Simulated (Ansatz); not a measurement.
# How much does Ir in W(100), 2x2 scatter?, part 2 of 3

Wanted: the reflection from a plane of defects, Ir in W(100), 2x2, and the resistivity it implies.

Ansatz 0.2.0; Ansatz plane-wave DFT, PBE, PAW files; ballistic transport by layer matching (Landauer), zero bias; PAW set soft_1 (the session's first sound run).

So far, resistivity per at.% scaled from this dense plane, with the factor 3/4 for isotropic scattering (µΩ cm): step 3 (resistance at ideal sites) 4.93.

### Step 4. Relaxing the neighbours

The neighbours of the defect are let go while the lead's layers stay on their sites, since a lead must repeat to 0.01 Å.

This step: Ansatz plane-wave DFT, PBE, PAW files; relaxation with the lead's layers held; PAW set soft_1 (Ansatz 0.2.0).

File input.yaml:

```yaml
crystal:
  lattice:
    - [6.3296, 0.0, 0.0]
    - [0.0, 6.3296, 0.0]
    - [0.0, 0.0, 28.4832]
  atoms:
    - { symbol: W, position: [0.0, 0.0, 0.0277777778] }
    - { symbol: W, position: [0.0, 0.5, 0.0277777778] }
    - { symbol: W, position: [0.5, 0.0, 0.0277777778] }
    - { symbol: W, position: [0.5, 0.5, 0.0277777778] }
    - { symbol: W, position: [0.25, 0.25, 0.0833333333] }
    - { symbol: W, position: [0.25, 0.75, 0.0833333333] }
    - { symbol: W, position: [0.75, 0.25, 0.0833333333] }
    - { symbol: W, position: [0.75, 0.75, 0.0833333333] }
    - { symbol: W, position: [0.0, 0.0, 0.1388888889] }
    - { symbol: W, position: [0.0, 0.5, 0.1388888889] }
    - { symbol: W, position: [0.5, 0.0, 0.1388888889] }
    - { symbol: W, position: [0.5, 0.5, 0.1388888889] }
    - { symbol: W, position: [0.25, 0.25, 0.1944444444] }
    - { symbol: W, position: [0.25, 0.75, 0.1944444444] }
    - { symbol: W, position: [0.75, 0.25, 0.1944444444] }
    - { symbol: W, position: [0.75, 0.75, 0.1944444444] }
    - { symbol: W, position: [0.0, 0.0, 0.25] }
    - { symbol: W, position: [0.0, 0.5, 0.25] }
    - { symbol: W, position: [0.5, 0.0, 0.25] }
    - { symbol: W, position: [0.5, 0.5, 0.25] }
    - { symbol: W, position: [0.25, 0.25, 0.3055555556] }
    - { symbol: W, position: [0.25, 0.75, 0.3055555556] }
    - { symbol: W, position: [0.75, 0.25, 0.3055555556] }
    - { symbol: W, position: [0.75, 0.75, 0.3055555556] }
    - { symbol: W, position: [0.0, 0.0, 0.3611111111] }
    - { symbol: W, position: [0.0, 0.5, 0.3611111111] }
    - { symbol: W, position: [0.5, 0.0, 0.3611111111] }
    - { symbol: W, position: [0.5, 0.5, 0.3611111111] }
    - { symbol: W, position: [0.25, 0.25, 0.4166666667] }
    - { symbol: W, position: [0.25, 0.75, 0.4166666667] }
    - { symbol: W, position: [0.75, 0.25, 0.4166666667] }
    - { symbol: W, position: [0.75, 0.75, 0.4166666667] }
    - { symbol: W, position: [0.0, 0.0, 0.4722222222] }
    - { symbol: W, position: [0.0, 0.5, 0.4722222222] }
    - { symbol: W, position: [0.5, 0.0, 0.4722222222] }
    - { symbol: W, position: [0.5, 0.5, 0.4722222222] }
    - { symbol: Ir, position: [0.25, 0.25, 0.5277777778] }
    - { symbol: W, position: [0.25, 0.75, 0.5277777778] }
    - { symbol: W, position: [0.75, 0.25, 0.5277777778] }
    - { symbol: W, position: [0.75, 0.75, 0.5277777778] }
    - { symbol: W, position: [0.0, 0.0, 0.5833333333] }
    - { symbol: W, position: [0.0, 0.5, 0.5833333333] }
    - { symbol: W, position: [0.5, 0.0, 0.5833333333] }
    - { symbol: W, position: [0.5, 0.5, 0.5833333333] }
    - { symbol: W, position: [0.25, 0.25, 0.6388888889] }
    - { symbol: W, position: [0.25, 0.75, 0.6388888889] }
    - { symbol: W, position: [0.75, 0.25, 0.6388888889] }
    - { symbol: W, position: [0.75, 0.75, 0.6388888889] }
    - { symbol: W, position: [0.0, 0.0, 0.6944444444] }
    - { symbol: W, position: [0.0, 0.5, 0.6944444444] }
    - { symbol: W, position: [0.5, 0.0, 0.6944444444] }
    - { symbol: W, position: [0.5, 0.5, 0.6944444444] }
    - { symbol: W, position: [0.25, 0.25, 0.75] }
    - { symbol: W, position: [0.25, 0.75, 0.75] }
    - { symbol: W, position: [0.75, 0.25, 0.75] }
    - { symbol: W, position: [0.75, 0.75, 0.75] }
    - { symbol: W, position: [0.0, 0.0, 0.8055555556] }
    - { symbol: W, position: [0.0, 0.5, 0.8055555556] }
    - { symbol: W, position: [0.5, 0.0, 0.8055555556] }
    - { symbol: W, position: [0.5, 0.5, 0.8055555556] }
    - { symbol: W, position: [0.25, 0.25, 0.8611111111] }
    - { symbol: W, position: [0.25, 0.75, 0.8611111111] }
    - { symbol: W, position: [0.75, 0.25, 0.8611111111] }
    - { symbol: W, position: [0.75, 0.75, 0.8611111111] }
    - { symbol: W, position: [0.0, 0.0, 0.9166666667] }
    - { symbol: W, position: [0.0, 0.5, 0.9166666667] }
    - { symbol: W, position: [0.5, 0.0, 0.9166666667] }
    - { symbol: W, position: [0.5, 0.5, 0.9166666667] }
    - { symbol: W, position: [0.25, 0.25, 0.9722222222] }
    - { symbol: W, position: [0.25, 0.75, 0.9722222222] }
    - { symbol: W, position: [0.75, 0.25, 0.9722222222] }
    - { symbol: W, position: [0.75, 0.75, 0.9722222222] }
kpoints:
  mp_grid: { grid: [4, 4, 1] }
hamiltonian:
  xc: pbe
  pseudopotentials: { kind: paw, azcp: { folder: soft_1 } }
scf:
  occupations: { method: fermi_dirac, width: 0.1 }
relax:
  f_tol: 0.03
  max_steps: 40
  constraints:
    - { sites: [0, 1, 2, 3, 4, 5, 6, 7, 8, 9, 10, 11, 12, 13, 14, 15, 16, 17, 18, 19, 52, 53, 54, 55, 56, 57, 58, 59, 60, 61, 62, 63, 64, 65, 66, 67, 68, 69, 70, 71] }
```

On the command line:

```console
$ ansatz run input.yaml --threads 4 --pin off --max-ram 15360MiB --backend cpu --events-out ev --progress --plain --runs-dir out
```

Numbers of over 12 decimals in the logs are rounded to 6 here.

What it wrote:

```text
Warning: crystal.symmetry: narrowed to the stabiliser of the relax constraints — unitary ops 16 → 8; lowered at sites 20, 21, 22, 23, 52, 53, 54, 55 (the operations that carried what is held of a site onto what its image site leaves free; the constrained walk keeps no symmetry that its constraints do not admit)
[...]
Crystal: 72 atoms, lattice volume = 1141.146 Å³
Basis set: ecut = 420 eV, 22299 PW (Γ), exchange–correlation on 90×90×384 points (8 copies of the dense FFT grid, shifted against one another)
Bands: 607, of which v1, the nominal top of the filled ones, is band 506 counted from 1 (505 counted from 0)
Symmetry: 8 space group operations
k-points: 6 of 16
[...]
SCF iter   1: F=—  HF=-749356.974189 eV  |F-HF|=—  |Δ(HF+E_count)|=         —  Δρ=6.71e-2  dr2=7.54e2  ethr=3.10e-3  ⟨swp⟩=5.3  Hψ=11304  notcnv=0
[...]
SCF iter   8: F=-749336.651314 eV  HF=-749336.651326 eV  |F-HF|=1.18e-5  |Δ(HF+E_count)|=   2.90e-6  Δρ=8.42e-6  dr2=1.22e-5  ethr=2.23e-9  ⟨swp⟩=2.0  Hψ=10625  notcnv=0
SCF 1 converged in 8 iterations: F = -749336.651314 eV  dr2 = 1.22e-5
[...]
relax step   1: F+E_penalty+E_count = -749336.65131429 eV  Δ(F+E_penalty+E_count) = +0.000e0 eV  max|allowed force component| = 4.102e-1 eV/Å  Δτ_max = 0.0000 Å  (8 SCF iters, dr2 threshold 2.25e-5 eV, accepted)
[...]
iter 1 solved again at ethr=2.97e-4 eV; its pass at ethr=3.10e-3 eV (dr2=3.01e0 eV) is discarded
[...]
SCF iter   6: F=-749336.031210 eV  HF=-749336.031214 eV  |F-HF|=3.70e-6  |Δ(HF+E_count)|=   1.31e-6  Δρ=5.47e-6  dr2=3.87e-6  ethr=1.04e-9  ⟨swp⟩=3.0  Hψ=8727  notcnv=0
SCF 2 converged in 6 iterations: F = -749336.031210 eV  dr2 = 3.87e-6
relax step   2: F+E_penalty+E_count = -749336.03121002 eV  Δ(F+E_penalty+E_count) = +6.201e-1 eV  max|allowed force component| = 1.109e0 eV/Å  Δτ_max = 0.1248 Å  (6 SCF iters, dr2 threshold 1.05e-5 eV, rejected (line search))
SCF iter   1: F=—  HF=-749336.799764 eV  |F-HF|=—  |Δ(HF+E_count)|=         —  Δρ=5.60e-3  dr2=2.40e0  ethr=1.86e-3  ⟨swp⟩=3.7  Hψ=7188  notcnv=0  defer=2
[...]
SCF iter   8: F=-749336.725805 eV  HF=-749336.725805 eV  |F-HF|=3.27e-8  |Δ(HF+E_count)|=   3.18e-8  Δρ=5.79e-7  dr2=3.46e-8  ethr=9.89e-12  ⟨swp⟩=3.2  Hψ=9355  notcnv=0
SCF 3 converged in 8 iterations: F = -749336.725805 eV  dr2 = 3.46e-8
relax step   3: F+E_penalty+E_count = -749336.72580472 eV  Δ(F+E_penalty+E_count) = -7.449e-2 eV  max|allowed force component| = 1.008e-1 eV/Å  Δτ_max = 0.0354 Å  (8 SCF iters, accepted)
[...]
relax step   4: F+E_penalty+E_count = -749336.72674297 eV  Δ(F+E_penalty+E_count) = -9.382e-4 eV  max|allowed force component| = 3.064e-2 eV/Å  Δτ_max = 0.0041 Å  (6 SCF iters, accepted)
SCF iter   1: F=—  HF=-749336.726433 eV  |F-HF|=—  |Δ(HF+E_count)|=         —  Δρ=9.48e-5  dr2=3.93e-4  ethr=1.80e-7  ⟨swp⟩=2.3  Hψ=5597  notcnv=0  defer=2
[...]
SCF iter   6: F=-749336.726834 eV  HF=-749336.726834 eV  |F-HF|=8.15e-10  |Δ(HF+E_count)|=  2.33e-10  Δρ=6.77e-8  dr2=9.09e-10  ethr=1.10e-12  ⟨swp⟩=1.0  Hψ=7786  notcnv=0
SCF 5 converged in 6 iterations: F = -749336.726834 eV  dr2 = 9.09e-10
relax step   5: F+E_penalty+E_count = -749336.72683430 eV  Δ(F+E_penalty+E_count) = -9.133e-5 eV  max|allowed force component| = 3.352e-3 eV/Å  Δτ_max = 0.0024 Å  (6 SCF iters, accepted)
SCF converged after 6 iterations
Free energy (F): -749336.726834 eV
[...]
Internal energy: -749335.401326 eV  (E = F + TS)
E sigma→0 (E₀):  -749336.064080 eV
Entropy (-TS):   -1.325508 eV (-18.410 meV/atom)
Fermi energy:    22.437644 eV
[...]
--- Forces (eV/Å), atoms counted from 1 ---
  atom   1  W      0.00939572     0.00939572    -0.00005212
  atom   2  W      0.00939572    -0.00939572    -0.00005212
  atom   3  W     -0.00939572     0.00939572    -0.00005212
  atom   4  W     -0.00939572    -0.00939572    -0.00005212
  atom   5  W     -0.00000000     0.00000000    -0.01739170
  atom   6  W      0.00000000     0.00000000    -0.01005326
  atom   7  W     -0.00000000     0.00000000    -0.01005326
  atom   8  W     -0.00000000     0.00000000     0.01524881
  atom   9  W      0.00589737     0.00589737     0.02272516
  atom  10  W      0.00589737    -0.00589737     0.02272516
  atom  11  W     -0.00589737     0.00589737     0.02272516
  atom  12  W     -0.00589737    -0.00589737     0.02272516
  atom  13  W     -0.00000000     0.00000000     0.00649581
  atom  14  W      0.00000000     0.00000000    -0.01746589
  atom  15  W     -0.00000000     0.00000000    -0.01746589
  atom  16  W     -0.00000000     0.00000000    -0.01590605
  atom  17  W      0.00355149     0.00355149     0.05917248
  atom  18  W      0.00355149    -0.00355149     0.05917248
  atom  19  W     -0.00355149     0.00355149     0.05917248
  atom  20  W     -0.00355149    -0.00355149     0.05917248
  atom  21  W      0.00000000     0.00000000    -0.00286240
  atom  22  W      0.00000000     0.00000000     0.00190501
  atom  23  W      0.00000000     0.00000000     0.00190501
  atom  24  W      0.00000000     0.00000000     0.00293917
  atom  25  W      0.00026818     0.00026818    -0.00035693
  atom  26  W      0.00026818    -0.00026818    -0.00035693
  atom  27  W     -0.00026818     0.00026818    -0.00035693
  atom  28  W     -0.00026818    -0.00026818    -0.00035693
  atom  29  W      0.00000000     0.00000000    -0.00335163
  atom  30  W      0.00000000     0.00000000    -0.00189499
  atom  31  W      0.00000000     0.00000000    -0.00189499
  atom  32  W      0.00000000     0.00000000    -0.00111042
  atom  33  W     -0.00014694    -0.00014694    -0.00119557
  atom  34  W     -0.00014694     0.00014694    -0.00119557
  atom  35  W      0.00014694    -0.00014694    -0.00119557
  atom  36  W      0.00014694     0.00014694    -0.00119557
  atom  37  Ir    -0.00000000     0.00000000    -0.00136758
  atom  38  W      0.00000000     0.00000000     0.00123217
  atom  39  W      0.00000000     0.00000000     0.00123217
  atom  40  W      0.00000000     0.00000000     0.00055205
[...]
atom  61  W      0.00000000     0.00000000     0.03067675
  atom  62  W      0.00000000     0.00000000     0.02162851
  atom  63  W      0.00000000     0.00000000     0.02162851
  atom  64  W      0.00000000     0.00000000     0.00225693
  atom  65  W      0.00621063     0.00621063    -0.02315859
  atom  66  W      0.00621063    -0.00621063    -0.02315859
  atom  67  W     -0.00621063     0.00621063    -0.02315859
  atom  68  W     -0.00621063    -0.00621063    -0.02315859
  atom  69  W      0.00000000     0.00000000     0.01822730
  atom  70  W      0.00000000     0.00000000     0.00915098
  atom  71  W      0.00000000     0.00000000     0.00915098
  atom  72  W      0.00000000     0.00000000    -0.01276300
  max |Σ_I F_I| component: 1.36e-5 eV/Å
--- Relaxed structure (5 steps of the walk, 4 accepted, 0 SCFs on fresh bases) ---
  F+E_penalty+E_count = -749336.72683430 eV   max|allowed force component| = 3.352e-3 eV/Å
  atoms:
    - { symbol: W, position: [0.0, 0.0, 0.027778] }
    - { symbol: W, position: [0.0, 0.5, 0.027778] }
    - { symbol: W, position: [0.5, 0.0, 0.027778] }
    - { symbol: W, position: [0.5, 0.5, 0.027778] }
    - { symbol: W, position: [0.25, 0.25, 0.083333] }
    - { symbol: W, position: [0.25, 0.75, 0.083333] }
    - { symbol: W, position: [0.75, 0.25, 0.083333] }
    - { symbol: W, position: [0.75, 0.75, 0.083333] }
    - { symbol: W, position: [0.0, 0.0, 0.138889] }
    - { symbol: W, position: [0.0, 0.5, 0.138889] }
    - { symbol: W, position: [0.5, 0.0, 0.138889] }
    - { symbol: W, position: [0.5, 0.5, 0.138889] }
    - { symbol: W, position: [0.25, 0.25, 0.194444] }
    - { symbol: W, position: [0.25, 0.75, 0.194444] }
    - { symbol: W, position: [0.75, 0.25, 0.194444] }
    - { symbol: W, position: [0.75, 0.75, 0.194444] }
    - { symbol: W, position: [0.0, 0.0, 0.250000] }
    - { symbol: W, position: [0.0, 0.5, 0.250000] }
    - { symbol: W, position: [0.5, 0.0, 0.250000] }
    - { symbol: W, position: [0.5, 0.5, 0.250000] }
    - { symbol: W, position: [0.25, 0.25, 0.305991] }
    - { symbol: W, position: [0.25, 0.75, 0.305568] }
    - { symbol: W, position: [0.75, 0.25, 0.305568] }
    - { symbol: W, position: [0.75, 0.75, 0.305383] }
    - { symbol: W, position: [0.00029883, 0.00029883, 0.361289] }
    - { symbol: W, position: [0.00029883, 0.499701, 0.361289] }
    - { symbol: W, position: [0.499701, 0.00029883, 0.361289] }
    - { symbol: W, position: [0.499701, 0.499701, 0.361289] }
    - { symbol: W, position: [0.25, 0.25, 0.418135] }
    - { symbol: W, position: [0.25, 0.75, 0.416911] }
    - { symbol: W, position: [0.75, 0.25, 0.416911] }
    - { symbol: W, position: [0.75, 0.75, 0.415960] }
    - { symbol: W, position: [-0.00262132, -0.00262132, 0.471933] }
    - { symbol: W, position: [-0.00262132, 0.502621, 0.471933] }
    - { symbol: W, position: [0.502621, -0.00262132, 0.471933] }
    - { symbol: W, position: [0.502621, 0.502621, 0.471933] }
    - { symbol: Ir, position: [0.25, 0.25, 0.527798] }
    - { symbol: W, position: [0.25, 0.75, 0.527797] }
    - { symbol: W, position: [0.75, 0.25, 0.527797] }
    - { symbol: W, position: [0.75, 0.75, 0.527806] }
    - { symbol: W, position: [-0.0026021, -0.0026021, 0.583671] }
[...]
- { symbol: W, position: [0.25, 0.25, 0.861111] }
    - { symbol: W, position: [0.25, 0.75, 0.861111] }
    - { symbol: W, position: [0.75, 0.25, 0.861111] }
    - { symbol: W, position: [0.75, 0.75, 0.861111] }
    - { symbol: W, position: [0.0, 0.0, 0.916667] }
    - { symbol: W, position: [0.0, 0.5, 0.916667] }
    - { symbol: W, position: [0.5, 0.0, 0.916667] }
    - { symbol: W, position: [0.5, 0.5, 0.916667] }
    - { symbol: W, position: [0.25, 0.25, 0.972222] }
    - { symbol: W, position: [0.25, 0.75, 0.972222] }
    - { symbol: W, position: [0.75, 0.25, 0.972222] }
    - { symbol: W, position: [0.75, 0.75, 0.972222] }
```

Wall time 6.2 min (4 threads of Intel Xeon Platinum 8375C at 2.90GHz (Ice Lake), shared host); peak memory 6.8 GiB; 24 min of CPU time.

The steps of the relaxation:

```tsv
step	energy less that of the first step (eV)	largest force component (eV/Å)
1	0.0000	0.4102
2	0.6201	1.1089
3	-0.0745	0.1008
4	-0.0754	0.0306
5	-0.0755	0.0034
```

Relaxation step 2 was tried and not accepted.

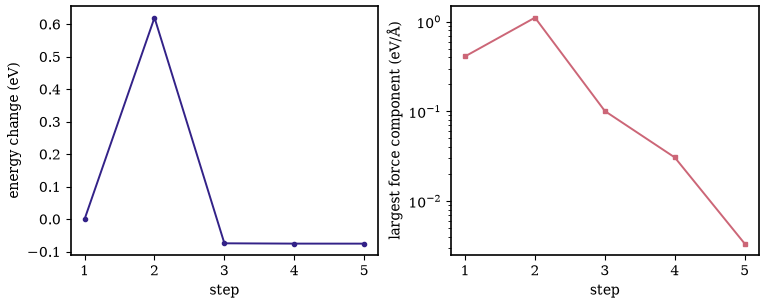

Energy and largest force along the relaxation.

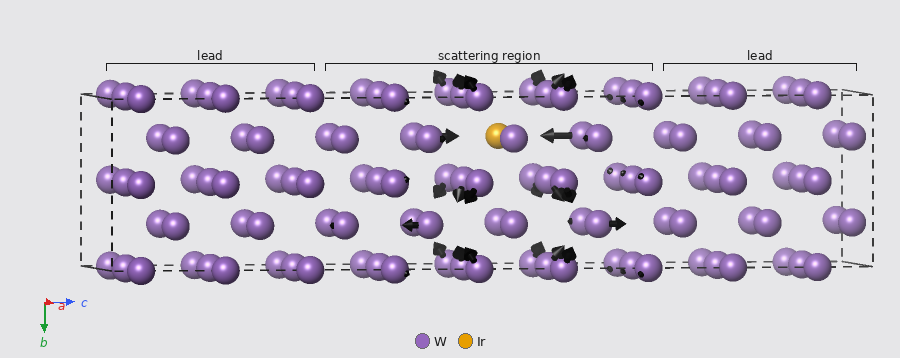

Displacements in the relaxation, exaggerated; the longest in the cell stands for 0.04 Å. Some periodic images of atoms are drawn too.

The atoms that moved most (Å):

```tsv
atom	dx	dy	dz	length
W29	0.000	0.000	0.042	0.042
W45	0.000	0.000	-0.039	0.039
W41	-0.016	-0.016	0.010	0.025
W43	0.016	-0.016	0.010	0.025
W42	-0.016	0.016	0.010	0.025
W44	0.016	0.016	0.010	0.025
W33	-0.017	-0.017	-0.008	0.025
W34	-0.017	0.017	-0.008	0.025
```

Numbers from this step:

```
free energy             : -749336.7268 eV
energy at zero smearing : -749336.0641 eV
```

The largest force component on a free atom ends at 0.0034 eV/Å, under the tolerance of 0.03, after 5 steps.

[end of part 2 of 3]

[Logs are printed without paths, hosts, clocks, repeated set-up lines and the standing remarks that a program may print on its own settings, such as how far it seeks lower states.]

[Hosts, paths, dates, database ids (printed as entryN), source tags and the programs' standing remarks are cut or masked in the printed files.]
